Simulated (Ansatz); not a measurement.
## Geometry relaxation of Be

Be (P6₃/mmc, 2 atoms in the cell), computed with DFT r2SCAN, scalar-relativistic, plane waves, PAW, no spin polarisation (Ansatz 0.2.0).

The structure derives from an entry of the Crystallography Open Database. It belongs to a series of runs on one base structure; here: volume × 1.06, shape and atoms relaxed.

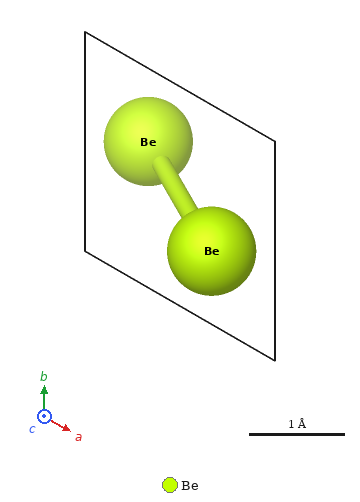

The input geometry (ball-and-stick view of the cell of the calculation, along the c axis).

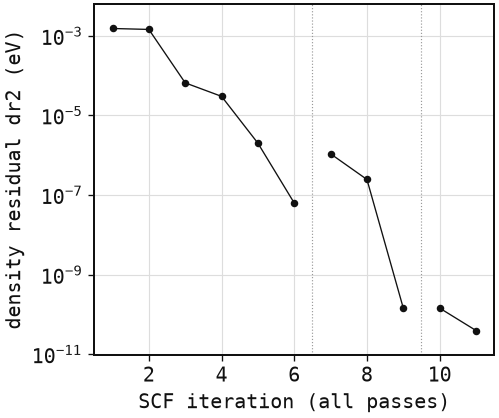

Convergence of the self-consistent field: density residual dr2 against the SCF iteration. The dotted lines part the SCF passes of the relaxation: geometry steps, rejected trials and re-solves on a re-selected basis. The passes take 6, 3 and 2 iterations.

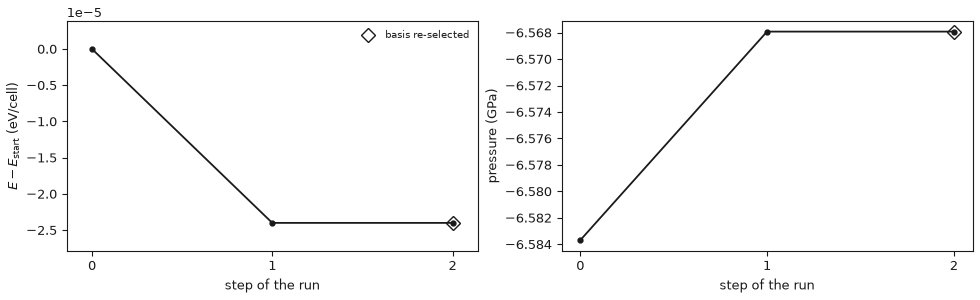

Progress of the relaxation, step by step (the first geometry is step 0 here and step 1 in the log). The atoms keep their places relative to the cell (all moves are under 0.005 Å). The space group stays P6_3/mmc (No. 194). Over 1 geometry step the energy falls by next to nothing (0.0 meV per cell of the calculation). All forces vanish by symmetry, so only the cell relaxes. Pressure: −6.58 GPa at the start and −6.57 GPa at the end. A last SCF at the same geometry on a re-selected plane-wave basis shifts the energy by next to nothing (0.0 meV per cell of the calculation). (Atoms are counted from 1 in the order of the input.)

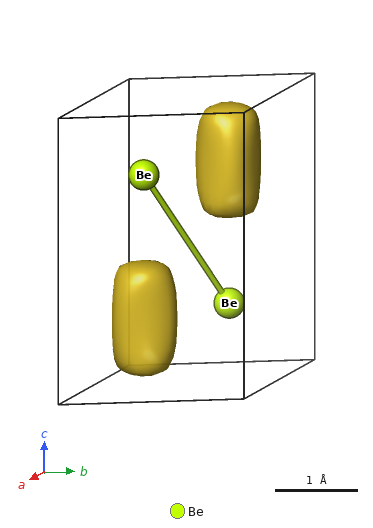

Isosurface of the electron localisation function at 0.7 (yellow), seen slightly off an axis. Core shells and regions of very low density are left out. Sticks mark near contacts. The outline is the cell set on symmetry axes. Values along the shortest contacts: Be–Be (2.25 Å): the ELF peaks at about 0.65 between the atoms. Be–Be (2.31 Å): the ELF peaks at about 0.60 between the atoms. In a PAW calculation such maps are meaningful between the atoms, not at the nuclei.

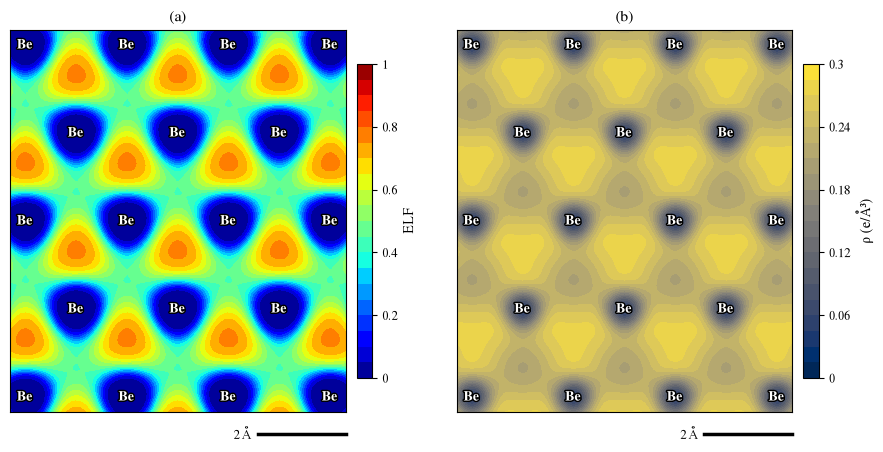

(a) ELF; (b) valence charge density (pseudo) on the (001) plane of the conventional cell. The section cuts through Be sites. Be–Be (2.31 Å): ρ at the midpoint is about 0.25 e/Å³; the ELF peaks at about 0.60 between the atoms. Away from the nuclei the density in this plane falls to 0.21 e/Å³ at its lowest.

The input that produced these results follows, with the program's output.

The input
```yaml
crystal:
  lattice:
    - [2.3095395568, 0.0, 0.0]
    - [-1.1547697784, 2.0001199272, 0.0]
    - [0.0, 0.0, 3.6296898944]
  atoms:
    - { symbol: Be, position: [0.3333333333, 0.6666666667, 0.25] }
    - { symbol: Be, position: [0.6666666667, 0.3333333333, 0.75] }
basis:
  ecutwfc: 500
kpoints:
  mp_grid: { grid: [24, 24, 12] }
hamiltonian:
  xc: r2scan
scf:
  occupations: { method: gaussian, width: 0.1 }
output:
  forces: true
  stress: true
  eigenvalues: true
  write_density: true
  write_potential: true
  elf: true
  volumetric_format: npy
relax:
  adjacent_minimum: "off"
  f_tol: 0.01
  max_steps: 30
  cell: { stress_tol: 0.1, fix: [volume] }
```

Run as:
```bash
ansatz run input.yaml --threads 1 --pin off --max-ram 2560MiB --backend cpu --events-out ev --progress --plain --runs-dir out
```

Output
```
Engine: ansatz 0.2.0, aarch64-unknown-linux-gnu
Pseudopotentials: kind: paw
Pseudopotential: Be, paw, valence charge 2, recommended cutoff 500 eV (meta_gga), Be.paw.azcp
Functional definition: r2SCAN
  parameter k0 = 0.174
  parameter k1 = 0.065
  parameter a1 = 4.9479
  exchange = r2scan_x(k0 = k0, k1 = k1, a1 = a1)
  correlation = r2scan_c
Crystal: 2 atoms, lattice volume = 16.767 Å³
Basis set: ecut = 500 eV, 415 PW (Γ), exchange–correlation on 72×72×108 points (64 copies of the dense FFT grid, shifted against one another)
Bands: 6, of which v1, the nominal top of the filled ones, is band 2 counted from 1 (1 counted from 0)
Symmetry: 24 space group operations
Space group: P63/mmc (ITA 194), of the structure as read, at distance tolerance 2.6e-5 Å
k-points: 427 of 6912
Non-local potential: Be, projectors of the file, l = 0: 2, l = 1: 2, l = 2: 1
PAW form: soft (Blöchl's): semilocal exchange-correlation on the pseudo side does not see the compensation charge
PAW frozen core: Be, regenerated for the run's functional (the file was generated under x = pbe(κ = 0.804, μ = 0.2195149727645171), c = pbe(β = 0.06672455060314922))
PAW one-centre angular grid: Be, 302 points (default); XC on 255 of its mesh's 2635 points in the sphere
Initial density: superposition of atomic densities (neutral atoms: chi_scale 0, normalization atom), corrected by the library's trained network
Initial wavefunctions: pseudopotential atomic-orbital guess
Functional: x = r2scan, c = r2scan; τ floored in thin density (d = 2e-4 eV/Å³)
SCF iter   1: F=—  HF=-186.639212 eV  |F-HF|=—  |Δ(HF+E_count)|=         —  Δρ=3.46e-3  dr2=1.52e-3  dr2_τ=5.07e-2  ethr=1.77e-3  ⟨swp⟩=5.6  Hψ=23390  notcnv=0
preconditioner: auto → none  [metal: Δε(μ)=0.062 eV  Ē_g=13.194 eV  σ=0.100 eV  W_gap=0.34  n_scr=2 (ndim 8)  ℏωp=18.1 eV  f_vac=0.000  D(μ)=0.20/eV (n_scr^D=0)  sad-step TF]
SCF iter   2: F=—  HF=-186.651911 eV  |F-HF|=—  |Δ(HF+E_count)|=   1.27e-2  Δρ=3.29e-3  dr2=1.44e-3  dr2_τ=5.29e-6  ethr=3.81e-5  ⟨swp⟩=2.0  Hψ=8536  notcnv=0  defer=4
SCF iter   3: F=—  HF=-186.651755 eV  |F-HF|=—  |Δ(HF+E_count)|=   1.55e-4  Δρ=7.25e-4  dr2=6.55e-5  dr2_τ=4.83e-6  ethr=3.60e-5  ⟨swp⟩=1.0  Hψ=2558  notcnv=0  defer=4
SCF iter   4: F=—  HF=-186.651748 eV  |F-HF|=—  |Δ(HF+E_count)|=   7.49e-6  Δρ=4.67e-4  dr2=3.00e-5  dr2_τ=6.90e-7  ethr=1.64e-6  ⟨swp⟩=1.0  Hψ=2558  notcnv=0  defer=4
SCF iter   5: F=—  HF=-186.651743 eV  |F-HF|=—  |Δ(HF+E_count)|=   4.83e-6  Δρ=1.20e-4  dr2=2.00e-6  dr2_τ=7.30e-9  ethr=7.49e-7  ⟨swp⟩=1.0  Hψ=2558  notcnv=0  defer=4
SCF iter   6: F=-186.651742 eV  HF=-186.651742 eV  |F-HF|=1.33e-8  |Δ(HF+E_count)|=   4.27e-7  Δρ=2.12e-5  dr2=6.27e-8  dr2_τ=2.45e-10  ethr=2.50e-9  ⟨swp⟩=5.1  Hψ=9939  notcnv=0
SCF 1 converged in 6 iterations: F = -186.651742 eV  dr2 = 6.27e-8
  greatest PAW one-centre occupation: 0.351 electrons in one spin orbital (limit 2), on the Be atom at site 1 (counted from 0), in its partial waves of l = 0
relax step   1: F+E_penalty+E_count = -186.65174243 eV  Δ(F+E_penalty+E_count) = +0.000e0 eV  max|allowed force component| = 1.758e-16 eV/Å  Δτ_max = 0.0000 Å  P = -6.584 GPa  Ω = 16.767 Å³  fix = [volume]  reactions: volume -6.584 GPa  (6 SCF iters, dr2 threshold 1.00e-7 eV, accepted)
Basis set: ecut = 500 eV, 439 PW (Γ), exchange–correlation on 72×72×108 points (64 copies of the dense FFT grid, shifted against one another)
Initial density: handed on by an earlier stage of this run
Initial wavefunctions: those handed on with the density
iter 1 solved again at ethr=2.81e-8 eV; its pass at ethr=3.10e-3 eV (dr2=1.12e-6 eV) is discarded
SCF iter   1: F=—  HF=-186.651766 eV  |F-HF|=—  |Δ(HF+E_count)|=         —  Δρ=9.11e-5  dr2=1.08e-6  dr2_τ=1.78e-8  ethr=2.81e-8  ⟨swp⟩=2.7  Hψ=25170  notcnv=0
preconditioner: auto → none  [metal: Δε(μ)=0.056 eV  Ē_g=13.266 eV  σ=0.100 eV  W_gap=0.30  n_scr=2 (ndim 8)  ℏωp=18.1 eV  f_vac=0.000  D(μ)=0.20/eV (n_scr^D=0)]
SCF iter   2: F=—  HF=-186.651766 eV  |F-HF|=—  |Δ(HF+E_count)|=   9.31e-8  Δρ=4.37e-5  dr2=2.45e-7  dr2_τ=6.51e-10  ethr=2.70e-8  ⟨swp⟩=1.0  Hψ=2562  notcnv=0
SCF iter   3: F=-186.651766 eV  HF=-186.651766 eV  |F-HF|=1.33e-10  |Δ(HF+E_count)|=   2.90e-9  Δρ=1.39e-6  dr2=1.44e-10  dr2_τ=1.41e-12  ethr=5.00e-9  ⟨swp⟩=6.0  Hψ=8364  notcnv=0
SCF 2 converged in 3 iterations: F = -186.651766 eV  dr2 = 1.44e-10
relax step   2: F+E_penalty+E_count = -186.65176629 eV  Δ(F+E_penalty+E_count) = -2.386e-5 eV  max|allowed force component| = 1.388e-16 eV/Å  Δτ_max = 0.0000 Å  P = -6.568 GPa  Ω = 16.767 Å³  energy of the carried Pulay correction = -4.864e-9 eV  fix = [volume]  reactions: volume -6.568 GPa  (3 SCF iters, dr2 threshold 2.00e-7 eV, accepted)
Initial wavefunctions: pseudopotential atomic-orbital guess (no wavefunctions were taken with the density)
iter 1 solved again at ethr=2.79e-9 eV; its pass at ethr=3.10e-3 eV (dr2=1.12e-7 eV) is discarded
SCF iter   1: F=—  HF=-186.651766 eV  |F-HF|=—  |Δ(HF+E_count)|=         —  Δρ=1.40e-6  dr2=1.44e-10  dr2_τ=1.44e-12  ethr=2.79e-9  ⟨swp⟩=3.1  Hψ=31184  notcnv=0
SCF iter   2: F=-186.651766 eV  HF=-186.651766 eV  |F-HF|=3.28e-11  |Δ(HF+E_count)|=  1.04e-10  Δρ=7.36e-7  dr2=3.94e-11  dr2_τ=6.41e-13  ethr=2.00e-12  ⟨swp⟩=4.0  Hψ=10932  notcnv=0
SCF 3 converged in 2 iterations: F = -186.651766 eV  dr2 = 3.94e-11
relax step   3: F+E_penalty+E_count = -186.65176629 eV  Δ(F+E_penalty+E_count) = -1.586e-9 eV  max|allowed force component| = 1.665e-16 eV/Å  Δτ_max = 0.0000 Å  P = -6.568 GPa  Ω = 16.767 Å³  fix = [volume]  reactions: volume -6.568 GPa  stress off target by 4.46e-3 GPa on what of the cell is left free  SCF on the basis re-selected at this cell (its energy is not comparable with the rows above)  (2 SCF iters)
basis re-selected at this cell: Δ(F+E_penalty+E_count) = -1.586e-9 eV, ΔP = -0.000 GPa vs the last step (what re-selecting the basis moved, of the pressure what is left beyond the Pulay correction that the steps carried, after the strain that the cell walked since its last selection, with what the two solves' SCF thresholds leave and, on support functions, any second-order correction that the steps lacked; it is no measure of the basis error at this ecutwfc). This SCF's stress stands 4.46e-3 GPa from its target on what of the cell is left free (relax.cell.stress_tol is 1.00e-1 GPa) and its largest allowed force component is 1.67e-16 eV/Å (relax.f_tol is 1.00e-2 eV/Å): within both
SCF converged after 2 iterations
Free energy (F): -186.651766 eV
Harris-Foulkes:  -186.651766 eV  (|F-HF|=3.28e-11)
Internal energy: -186.650790 eV  (E = F + TS)
E sigma→0 (E₀):  -186.651278 eV
Entropy (-TS):   -0.000977 eV (-0.488 meV/atom)
Fermi energy:    7.649179 eV
--- Per-component energies (eV) ---
  E_band       = 9.731720
  E_kinetic    = 40.262295
  E_local      = 5.856906  (includes V_loc(G=0)·N_el)
  E_nonlocal   = 8.169255
  E_hartree    = 0.085454
  E_xc         = -37.414658
  E_vxc        = -43.910665  (∫ρ·V_xc dr)
  E_paw        = -121.715496  (= ΣΔE_a)
  E_vpaw       = -2.549600  (= ΣTr[D̂ρ^β])
  E_aug_tail   = -0.000001  (compensation charges beyond the density's cutoff)
  E_vtau       = 1.732623  (kinetic-family band-sum trace: ∫τ·v_τ [+ j·A + Jᵃ·Aᵃ] dr)
  E_ewald      = -81.870490
  E_core_change = -0.024054  (= ΣΔE_core)
  E_smearing   = -0.000977  (= −TS)
  E_closure    = 0.000000  (closes the sum)
  Σ components = -186.651766   (vs F -186.651766, Δ=0.00e0)
--- Forces (eV/Å), atoms counted from 1 ---
  atom   1  Be     0.00000000     0.00000000     0.00000000
  atom   2  Be     0.00000000    -0.00000000     0.00000000
  max |Σ_I F_I| component: 3.70e-17 eV/Å
--- Stress (GPa, compression-positive) ---
       -6.570154      -0.000000       0.000000
       -0.000000      -6.570154       0.000000
        0.000000       0.000000      -6.563464
  P = ⅓ Tr σ = -6.5679 GPa (-65.679 kbar)
--- Band table (eV; the first three rows and the last of 427) ---
  k-point 0: bands = ["-4.2058", "3.1943", "8.6225", "24.2330", "24.2330", "27.1859"]
  k-point 1: bands = ["-4.1418", "2.7916", "9.1694", "24.2907", "24.2907", "27.1708"]
  k-point 2: bands = ["-3.9498", "1.8869", "10.5052", "24.4612", "24.4612", "27.1135"]
  k-point 426: bands = ["6.5812", "6.5812", "8.0330", "8.0330", "13.8287", "13.8287"]
--- Relaxed structure (2 steps of the walk, 2 accepted, 1 SCFs on fresh bases) ---
  F+E_penalty+E_count = -186.65176629 eV   max|allowed force component| = 1.665e-16 eV/Å   (the final SCF, on the basis selected at the relaxed cell)
  cell:  # Å, volume = 16.7668 Å³
    - [2.31067572778646, 0.0, 0.0]
    - [-1.15533786389323, 2.0011038801711702, 0.0]
    - [0.0, 0.0, 3.62612129800511]
  atoms:
    - { symbol: Be, position: [0.3333333333333333, 0.6666666666666666, 0.24999999999999997] }
    - { symbol: Be, position: [0.6666666666666666, 0.3333333333333333, 0.7499999999999999] }
```

Trajectory as extended XYZ (Å, eV, eV/Å), 3 frames, from step=1 to step=3
```
2
Lattice="2.3095 0.0000 0.0000 -1.1548 2.0001 0.0000 0.0000 0.0000 3.6297" Properties=species:S:1:pos:R:3:forces:R:3 step=1 energy=-186.65174 pressure_GPa=-6.58
Be    0.0000    1.3334    0.9074    0.0000   0.0000   0.0000
Be    1.1548    0.6667    2.7223    0.0000   0.0000   0.0000
2
Lattice="2.3107 0.0000 0.0000 -1.1553 2.0011 0.0000 0.0000 0.0000 3.6261" Properties=species:S:1:pos:R:3:forces:R:3 step=2 energy=-186.65177 pressure_GPa=-6.57
Be    0.0000    1.3341    0.9065    0.0000   0.0000   0.0000
Be    1.1553    0.6670    2.7196    0.0000   0.0000   0.0000
2
Lattice="2.3107 0.0000 0.0000 -1.1553 2.0011 0.0000 0.0000 0.0000 3.6261" Properties=species:S:1:pos:R:3:forces:R:3 step=3 energy=-186.65177 pressure_GPa=-6.57
Be    0.0000    1.3341    0.9065    0.0000   0.0000   0.0000
Be    1.1553    0.6670    2.7196    0.0000   0.0000   0.0000
```

Summary

| quantity | value |
| --- | --- |
| outcome | converged |
| space group (tolerance 0.01 Å) | P6₃/mmc (194) |
| electrons treated | 4 |
| free energy | −186.6518 eV |
| Fermi energy | 7.649 eV |
| gap on the k-point mesh | none (metallic) |
| pressure | −6.57 GPa |
| final volume | 16.77 Å³ |
| largest force (length of the vector) at the end | under 0.001 eV/Å |
| final cell | a = 2.311 Å, b = 2.311 Å, c = 3.626 Å, α = 90.00°, β = 90.00°, γ = 120.00° |
| hardware | 1 thread of Arm Neoverse V1, 24 GiB of memory available, shared host |
| wall time | 21 s |
| peak memory | 0.39 GiB |

Notes

The cell is under a tension of 6.6 GPa at this level, so it is not at its equilibrium volume.
